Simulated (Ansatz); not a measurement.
## Run report: TiO2, geometry relaxation (part 1 of 2)

The run: geometry relaxation of TiO2 (6 atoms in the cell). Method and program: DFT PBEsol, scalar-relativistic, plane waves, PAW, no spin polarisation (Ansatz 0.2.0).

The structure derives from an entry of the Crystallography Open Database. Figures and captions count atoms from 1; the log counts them from 0 in places.

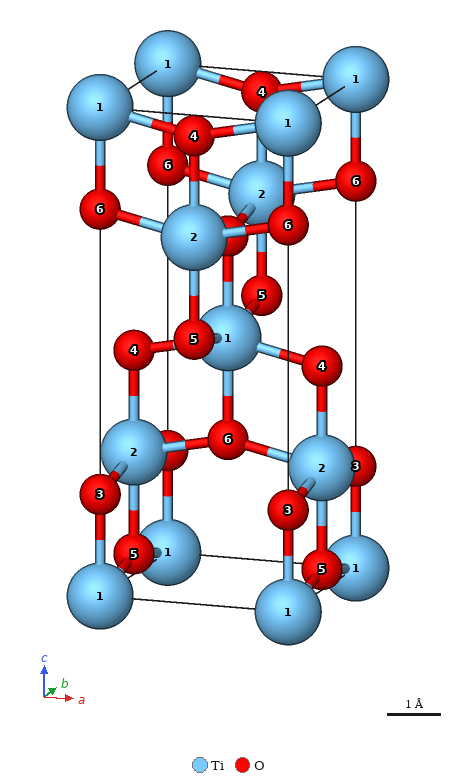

Figure 1. The starting structure (ball-and-stick view of the cell 2 times as large as that of the calculation, set on its symmetry axes, seen slightly off an axis; atoms are numbered from 1 in the order of the input). An atom can appear more than once, as a periodic image.

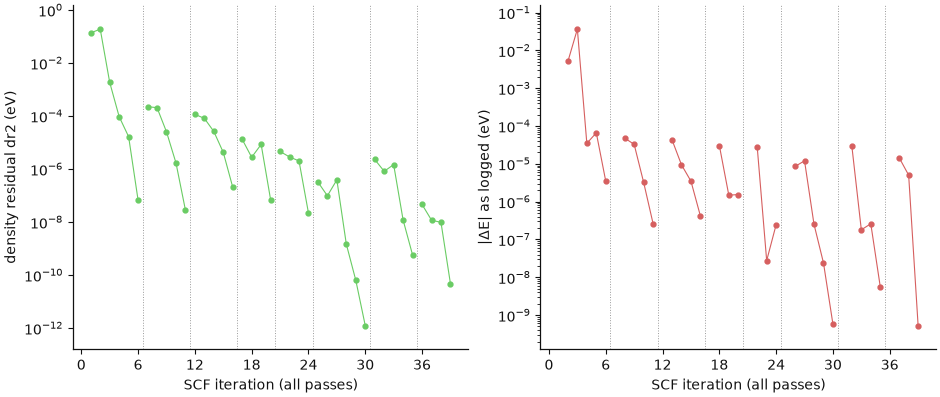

Figure 2. Convergence of the self-consistent field: density residual dr2 and size of the energy change against the SCF iteration. The dotted lines part the SCF passes of the relaxation: geometry steps, rejected trials and re-solves on a re-selected basis. The 8 passes take 4 to 6 iterations each, 39 in all.

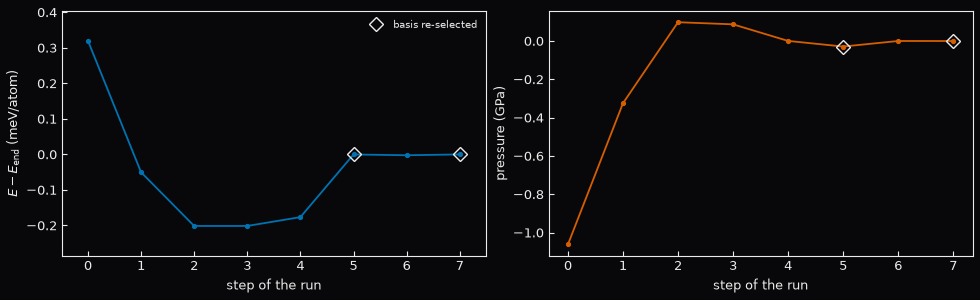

Figure 3. Progress of the relaxation, step by step (the first geometry is step 0 here and step 1 in the log). The energy falls by 0.3 meV per atom in 5 geometry steps. The largest force component goes from 0.0092 to under 0.0001 eV/Å. The pressure goes from −1.06 to 0.00 GPa. The basis was re-selected once at an unchanged geometry, which shifts the energy a little without any move. The largest moves relative to the cell, 0.005 Å, are those of O3, O4, O5 and O6. Ti stays in place. Cell: a = b 3.784 → 3.770 Å (−0.4 %), c 9.515 → 9.552 Å (+0.4 %). Volume −0.4 %. Distances before and after: Ti1–O4 1.934 → 1.928 Å. The space group stays I4_1/amd (No. 141). The energy change given includes the shifts at the re-selections in mid-walk, which come without any move. A last SCF at the same geometry on a re-selected plane-wave basis shifts the energy by +0.0 meV per atom. (Atoms are counted from 1 in the order of the input.)

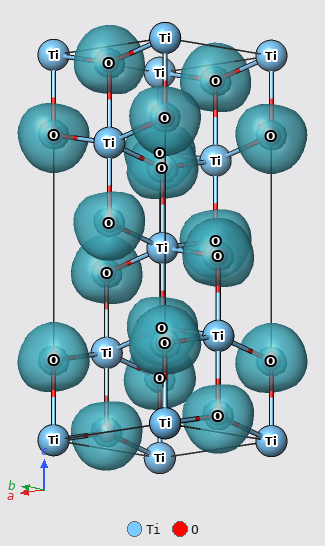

Figure 4. Isosurface of the ELF at 0.7 (cyan), seen at an oblique angle. Core shells and regions of very low density are left out. Sticks mark near contacts. The outline is the cell set on symmetry axes. Profiles from the grid: Ti–O (1.93 Å): the ELF is about 0.20 at the midpoint. Ti–O (1.98 Å): the ELF is about 0.20 at the midpoint. The fields are those of the smooth PAW valence density.

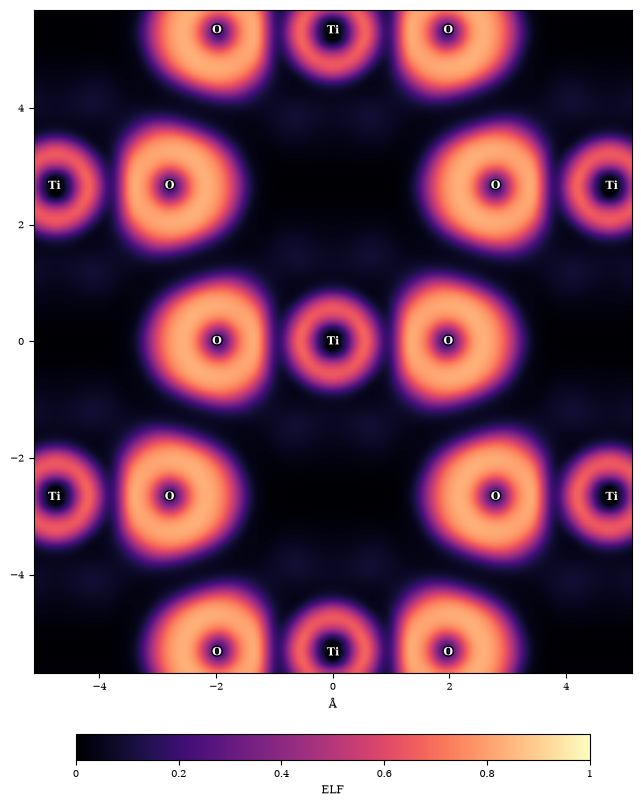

Figure 5. Electron localisation function on the (110) plane of the conventional cell. The section cuts through Ti and O sites. Ti–O (1.98 Å): the ELF is about 0.20 at the midpoint. The strong features right at Ti lie inside the PAW spheres (semicore, d or f shells) and say nothing about bonding.

The input and output of the run follow.

Input file
```yaml
crystal:
  lattice:
    - [-1.8921, 1.8921, 4.7573]
    - [1.8921, -1.8921, 4.7573]
    - [1.8921, 1.8921, -4.7573]
  atoms:
    - { symbol: Ti, position: [0.0, 0.0, 0.0] }
    - { symbol: Ti, position: [0.75, 0.25, 0.5] }
    - { symbol: O, position: [0.2081, 0.2081, 0.0] }
    - { symbol: O, position: [0.9581, 0.4581, 0.5] }
    - { symbol: O, position: [0.5419, 0.0419, 0.5] }
    - { symbol: O, position: [0.7919, 0.7919, 0.0] }
basis:
  ecutwfc: 420
kpoints:
  mp_grid: { grid: [10, 10, 10] }
hamiltonian:
  xc: pbesol
scf:
  occupations: { method: gaussian, width: 0.02 }
output:
  forces: true
  stress: true
  eigenvalues: true
  write_density: true
  write_potential: true
  elf: true
  volumetric_format: npy
relax:
  adjacent_minimum: "off"
  f_tol: 0.005
  max_steps: 80
  cell: { stress_tol: 0.05 }
```

Launch command:
```bash
ansatz run input.yaml --threads 4 --pin off --max-ram 10240MiB --backend cpu --events-out ev --progress --plain --runs-dir out
```

Log
```
Engine: ansatz 0.2.0, aarch64-unknown-linux-gnu
Pseudopotentials: kind: paw
Pseudopotential: Ti, paw, valence charge 12, recommended cutoff 420 eV (normal), Ti.paw.azcp
Pseudopotential: O, paw, valence charge 6, recommended cutoff 420 eV (normal), O.paw.azcp
Functional definition: PBEsol
  exchange = pbesol_x
  correlation = pbesol_c
Crystal: 6 atoms, lattice volume = 68.125 Å³
Basis set: ecut = 420 eV, 1315 PW (Γ), exchange–correlation on 80×80×80 points (8 copies of the dense FFT grid, shifted against one another)
Bands: 30, of which v1, the nominal top of the filled ones, is band 24 counted from 1 (23 counted from 0)
Symmetry: 16 space group operations
Space group: I41/amd (ITA 141), of the structure as read, at distance tolerance 4.1e-5 Å
k-points: 102 of 1000
Non-local potential: Ti, projectors of the file, l = 0: 3, l = 1: 2, l = 2: 3, l = 3: 1
Non-local potential: O, projectors of the file, l = 0: 2, l = 1: 2, l = 2: 1
PAW form: soft (Blöchl's): semilocal exchange-correlation on the pseudo side does not see the compensation charge
PAW frozen core: Ti, regenerated for the run's functional, and the local potential with it (the file was generated under x = pbe(κ = 0.804, μ = 0.2195149727645171), c = pbe(β = 0.06672455060314922))
PAW frozen core: O, regenerated for the run's functional, and the local potential with it (the file was generated under x = pbe(κ = 0.804, μ = 0.2195149727645171), c = pbe(β = 0.06672455060314922))
PAW one-centre angular grid: Ti, 590 points (default); XC on 64 Gauss nodes
PAW one-centre angular grid: O, 110 points (default); XC on 64 Gauss nodes
Initial density: superposition of atomic densities (neutral atoms: chi_scale 0, normalization atom), corrected by the library's trained network
Initial wavefunctions: pseudopotential atomic-orbital guess
Functional: x = pbesol(κ = 0.804, μ = 0.12345679012345678), c = pbesol(β = 0.046)
SCF iter   1: F=—  HF=-7199.762738 eV  |F-HF|=—  |Δ(HF+E_count)|=         —  Δρ=1.61e-2  dr2=1.36e-1  ethr=1.77e-3  ⟨swp⟩=5.6  Hψ=12807  notcnv=0
preconditioner: auto → none  [insulator: Δε(μ)=1.938 eV  Ē_g=9.555 eV  σ=0.020 eV  W_gap=1.00  n_scr=14 (ndim 8)  ℏωp=25.4 eV  f_vac=0.102  D(μ)=0.00/eV (n_scr^D=0)  ε∞_Penn≈8.1]
SCF iter   2: F=—  HF=-7199.767834 eV  |F-HF|=—  |Δ(HF+E_count)|=   5.10e-3  Δρ=1.68e-2  dr2=1.89e-1  ethr=2.84e-4  ⟨swp⟩=2.0  Hψ=5935  notcnv=0  defer=165
SCF iter   3: F=—  HF=-7199.731326 eV  |F-HF|=—  |Δ(HF+E_count)|=   3.65e-2  Δρ=2.22e-3  dr2=1.85e-3  ethr=2.84e-4  ⟨swp⟩=2.0  Hψ=4576  notcnv=0  defer=165
SCF iter   4: F=—  HF=-7199.731291 eV  |F-HF|=—  |Δ(HF+E_count)|=   3.48e-5  Δρ=6.87e-4  dr2=9.41e-5  ethr=3.86e-6  ⟨swp⟩=2.0  Hψ=5495  notcnv=0  defer=165
SCF iter   5: F=—  HF=-7199.731357 eV  |F-HF|=—  |Δ(HF+E_count)|=   6.60e-5  Δρ=1.54e-4  dr2=1.65e-5  ethr=1.96e-7  ⟨swp⟩=2.3  Hψ=4730  notcnv=0  defer=165
SCF iter   6: F=-7199.731354 eV  HF=-7199.731354 eV  |F-HF|=3.42e-8  |Δ(HF+E_count)|=   3.47e-6  Δρ=1.64e-5  dr2=6.64e-8  ethr=2.08e-10  ⟨swp⟩=11.3  Hψ=23192  notcnv=0
SCF 1 converged in 6 iterations: F = -7199.731354 eV  dr2 = 6.64e-8
  greatest PAW one-centre occupation: 0.999 electrons in one spin orbital (limit 2), on the Ti atom at site 1 (counted from 0), in its partial waves of l = 0
relax step   1: F+E_penalty+E_count = -7199.73135394 eV  Δ(F+E_penalty+E_count) = +0.000e0 eV  max|allowed force component| = 9.169e-3 eV/Å  Δτ_max = 0.0000 Å  P = -1.062 GPa  Ω = 68.125 Å³  (6 SCF iters, dr2 threshold 1.00e-7 eV, accepted)
Crystal: 6 atoms, lattice volume = 67.921 Å³
Initial density: handed on by an earlier stage of this run
Initial wavefunctions: those handed on with the density
iter 1 solved again at ethr=5.29e-7 eV; its pass at ethr=3.10e-3 eV (dr2=2.54e-4 eV) is discarded
SCF iter   1: F=—  HF=-7199.733658 eV  |F-HF|=—  |Δ(HF+E_count)|=         —  Δρ=6.41e-4  dr2=2.23e-4  ethr=5.29e-7  ⟨swp⟩=2.0  Hψ=17114  notcnv=0
preconditioner: auto → none  [insulator: Δε(μ)=2.104 eV  Ē_g=9.659 eV  σ=0.020 eV  W_gap=1.00  n_scr=14 (ndim 8)  ℏωp=25.5 eV  f_vac=0.096  D(μ)=0.00/eV (n_scr^D=0)  ε∞_Penn≈8.0]
SCF iter   2: F=—  HF=-7199.733610 eV  |F-HF|=—  |Δ(HF+E_count)|=   4.79e-5  Δρ=5.57e-4  dr2=2.06e-4  ethr=4.65e-7  ⟨swp⟩=2.0  Hψ=4692  notcnv=0
SCF iter   3: F=—  HF=-7199.733578 eV  |F-HF|=—  |Δ(HF+E_count)|=   3.27e-5  Δρ=2.01e-4  dr2=2.52e-5  ethr=4.29e-7  ⟨swp⟩=2.0  Hψ=4279  notcnv=0
SCF iter   4: F=—  HF=-7199.733574 eV  |F-HF|=—  |Δ(HF+E_count)|=   3.25e-6  Δρ=5.80e-5  dr2=1.70e-6  ethr=5.24e-8  ⟨swp⟩=2.1  Hψ=4024  notcnv=0
SCF iter   5: F=-7199.733575 eV  HF=-7199.733575 eV  |F-HF|=2.38e-8  |Δ(HF+E_count)|=   2.62e-7  Δρ=8.93e-6  dr2=2.83e-8  ethr=1.25e-9  ⟨swp⟩=10.0  Hψ=21674  notcnv=0
SCF 2 converged in 5 iterations: F = -7199.733575 eV  dr2 = 2.83e-8
relax step   2: F+E_penalty+E_count = -7199.73357458 eV  Δ(F+E_penalty+E_count) = -2.221e-3 eV  max|allowed force component| = 5.611e-3 eV/Å  Δτ_max = 0.0012 Å  P = -0.325 GPa  Ω = 67.921 Å³  energy of the carried Pulay correction = +9.337e-4 eV  (5 SCF iters, dr2 threshold 6.00e-7 eV, accepted)
Crystal: 6 atoms, lattice volume = 67.817 Å³
iter 1 solved again at ethr=2.27e-7 eV; its pass at ethr=3.10e-3 eV (dr2=1.09e-4 eV) is discarded
SCF iter   1: F=—  HF=-7199.734539 eV  |F-HF|=—  |Δ(HF+E_count)|=         —  Δρ=5.09e-4  dr2=1.15e-4  ethr=2.27e-7  ⟨swp⟩=2.6  Hψ=17573  notcnv=0
preconditioner: auto → none  [insulator: Δε(μ)=2.114 eV  Ē_g=9.673 eV  σ=0.020 eV  W_gap=1.00  n_scr=14 (ndim 8)  ℏωp=25.5 eV  f_vac=0.096  D(μ)=0.00/eV (n_scr^D=0)  ε∞_Penn≈8.0]
SCF iter   2: F=—  HF=-7199.734496 eV  |F-HF|=—  |Δ(HF+E_count)|=   4.31e-5  Δρ=3.61e-4  dr2=8.13e-5  ethr=2.27e-7  ⟨swp⟩=2.0  Hψ=4692  notcnv=0
SCF iter   3: F=—  HF=-7199.734486 eV  |F-HF|=—  |Δ(HF+E_count)|=   9.42e-6  Δρ=2.08e-4  dr2=2.60e-5  ethr=1.69e-7  ⟨swp⟩=2.1  Hψ=4644  notcnv=0
SCF iter   4: F=—  HF=-7199.734483 eV  |F-HF|=—  |Δ(HF+E_count)|=   3.48e-6  Δρ=8.82e-5  dr2=4.21e-6  ethr=5.43e-8  ⟨swp⟩=2.0  Hψ=3488  notcnv=0
SCF iter   5: F=-7199.734482 eV  HF=-7199.734482 eV  |F-HF|=1.11e-7  |Δ(HF+E_count)|=   4.17e-7  Δρ=1.98e-5  dr2=2.05e-7  ethr=1.25e-9  ⟨swp⟩=7.3  Hψ=20373  notcnv=0
SCF 3 converged in 5 iterations: F = -7199.734482 eV  dr2 = 2.05e-7
relax step   3: F+E_penalty+E_count = -7199.73448215 eV  Δ(F+E_penalty+E_count) = -9.076e-4 eV  max|allowed force component| = 5.787e-3 eV/Å  Δτ_max = 0.0017 Å  P = +0.098 GPa  Ω = 67.817 Å³  energy of the carried Pulay correction = +1.408e-3 eV  (5 SCF iters, dr2 threshold 6.00e-7 eV, accepted)
Crystal: 6 atoms, lattice volume = 67.836 Å³
iter 1 solved again at ethr=1.70e-8 eV; its pass at ethr=3.10e-3 eV (dr2=8.14e-6 eV) is discarded
SCF iter   1: F=—  HF=-7199.734513 eV  |F-HF|=—  |Δ(HF+E_count)|=         —  Δρ=2.09e-4  dr2=1.31e-5  ethr=1.70e-8  ⟨swp⟩=3.0  Hψ=18592  notcnv=0
preconditioner: auto → none  [insulator: Δε(μ)=2.117 eV  Ē_g=9.673 eV  σ=0.020 eV  W_gap=1.00  n_scr=14 (ndim 8)  ℏωp=25.5 eV  f_vac=0.096  D(μ)=0.00/eV (n_scr^D=0)  ε∞_Penn≈8.0]
SCF iter   2: F=—  HF=-7199.734482 eV  |F-HF|=—  |Δ(HF+E_count)|=   3.05e-5  Δρ=8.85e-5  dr2=2.76e-6  ethr=1.70e-8  ⟨swp⟩=2.0  Hψ=4690  notcnv=0
SCF iter   3: F=—  HF=-7199.734484 eV  |F-HF|=—  |Δ(HF+E_count)|=   1.48e-6  Δρ=1.12e-4  dr2=8.44e-6  ethr=5.75e-9  ⟨swp⟩=2.4  Hψ=5207  notcnv=0  recentre
SCF iter   4: F=-7199.734482 eV  HF=-7199.734482 eV  |F-HF|=2.36e-9  |Δ(HF+E_count)|=   1.54e-6  Δρ=1.41e-5  dr2=6.94e-8  ethr=4.69e-10  ⟨swp⟩=7.0  Hψ=20863  notcnv=0
SCF 4 converged in 4 iterations: F = -7199.734482 eV  dr2 = 6.94e-8
relax step   4: F+E_penalty+E_count = -7199.73448242 eV  Δ(F+E_penalty+E_count) = -2.765e-7 eV  max|allowed force component| = 9.276e-4 eV/Å  Δτ_max = 0.0011 Å  P = +0.087 GPa  Ω = 67.836 Å³  energy of the carried Pulay correction = +1.324e-3 eV  (4 SCF iters, dr2 threshold 2.25e-7 eV, accepted)
Crystal: 6 atoms, lattice volume = 67.872 Å³
iter 1 solved again at ethr=1.06e-8 eV; its pass at ethr=3.10e-3 eV (dr2=5.10e-6 eV) is discarded
SCF iter   1: F=—  HF=-7199.734361 eV  |F-HF|=—  |Δ(HF+E_count)|=         —  Δρ=1.16e-4  dr2=4.57e-6  ethr=1.06e-8  ⟨swp⟩=3.0  Hψ=18061  notcnv=0
preconditioner: auto → none  [insulator: Δε(μ)=2.119 eV  Ē_g=9.671 eV  σ=0.020 eV  W_gap=1.00  n_scr=14 (ndim 8)  ℏωp=25.5 eV  f_vac=0.096  D(μ)=0.00/eV (n_scr^D=0)  ε∞_Penn≈8.0]
SCF iter   2: F=—  HF=-7199.734333 eV  |F-HF|=—  |Δ(HF+E_count)|=   2.81e-5  Δρ=7.55e-5  dr2=2.84e-6  ethr=9.52e-9  ⟨swp⟩=2.0  Hψ=4692  notcnv=0
SCF iter   3: F=—  HF=-7199.734333 eV  |F-HF|=—  |Δ(HF+E_count)|=   2.76e-8  Δρ=5.71e-5  dr2=2.01e-6  ethr=5.92e-9  ⟨swp⟩=2.0  Hψ=4687  notcnv=0
SCF iter   4: F=-7199.734333 eV  HF=-7199.734333 eV  |F-HF|=6.17e-9  |Δ(HF+E_count)|=   2.46e-7  Δρ=8.76e-6  dr2=2.18e-8  ethr=9.99e-11  ⟨swp⟩=7.0  Hψ=20227  notcnv=0
SCF 5 converged in 4 iterations: F = -7199.734333 eV  dr2 = 2.18e-8
relax step   5: F+E_penalty+E_count = -7199.73433301 eV  Δ(F+E_penalty+E_count) = +1.494e-4 eV  max|allowed force component| = 3.243e-6 eV/Å  Δτ_max = 0.0008 Å  P = +0.000 GPa  Ω = 67.872 Å³  energy of the carried Pulay correction = +1.156e-3 eV  (4 SCF iters, dr2 threshold 4.79e-8 eV, accepted)
Initial wavefunctions: pseudopotential atomic-orbital guess (no wavefunctions were taken with the density)
iter 1 solved again at ethr=8.25e-9 eV; its pass at ethr=3.10e-3 eV (dr2=3.96e-6 eV) is discarded
```
